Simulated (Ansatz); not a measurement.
**HfB: density, localisation and related maps**

```xyz
2
Lattice="1.9403 -0.9701 1.9403 1.9403 1.9403 -0.9701 -0.9701 1.9403 1.9403" Properties=species:S:1:pos:R:3 pbc="T T T"
Hf    1.4552    1.4552    1.4552
B     0.0000    0.0000    0.0000
```

Space group Pm-3m; computed pressure about 17 GPa in this cell; computed without spin polarisation.

Level of theory: DFT PBE, scalar-relativistic, plane waves, PAW in Ansatz.

In a PAW calculation such maps are meaningful between the atoms, not at the nuclei.

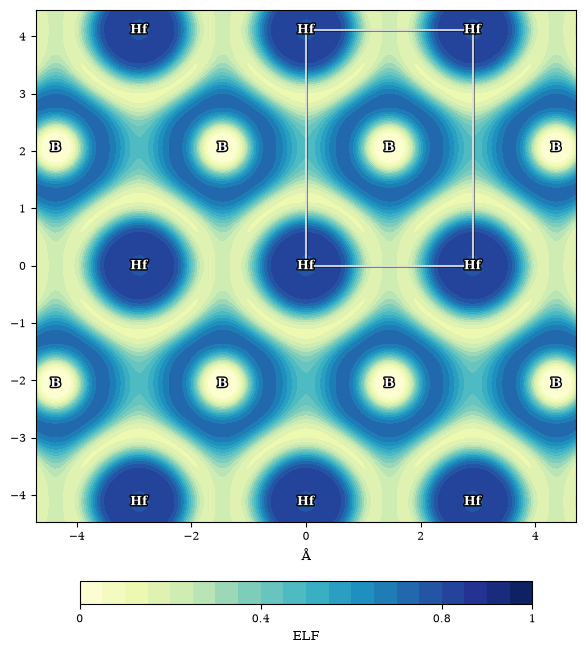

Figure 1. ELF on the (110) plane of the conventional cell.

Interpret the plot.

- The section cuts through Hf and B sites.
- Hf–B (2.52 Å): the ELF peaks at about 0.70 in the valence shell of B, 0.8 Å from its nucleus, and is about 0.20 at the midpoint.
- Hf–Hf (2.91 Å): the ELF is about 0.20 at the midpoint: no localised pair shows between them.
- The features right at Hf lie inside the PAW spheres, where the map follows smoothed inner orbitals and isn't to be read closely.

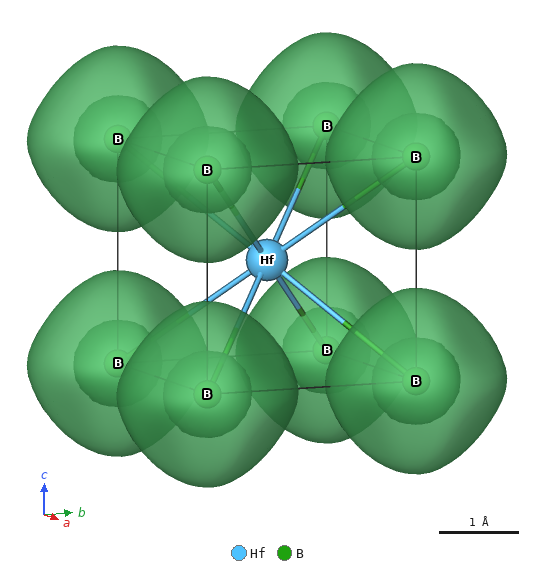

Figure 2. Isosurface of the electron localisation function at 0.55 (green), seen slightly off an axis. Only the valence region is drawn (cores and ρ < 0.01 e/Å³ removed). Sticks mark near contacts.

What do the ELF domains correspond to?

At this value the surface marks out one region wrapped around B (its valence shell), counted in one cell of 2 atoms. Any copies at cell faces, edges or corners count once.

Metal or insulator at this level of theory?

It is gapless in this calculation (a metal or semimetal).
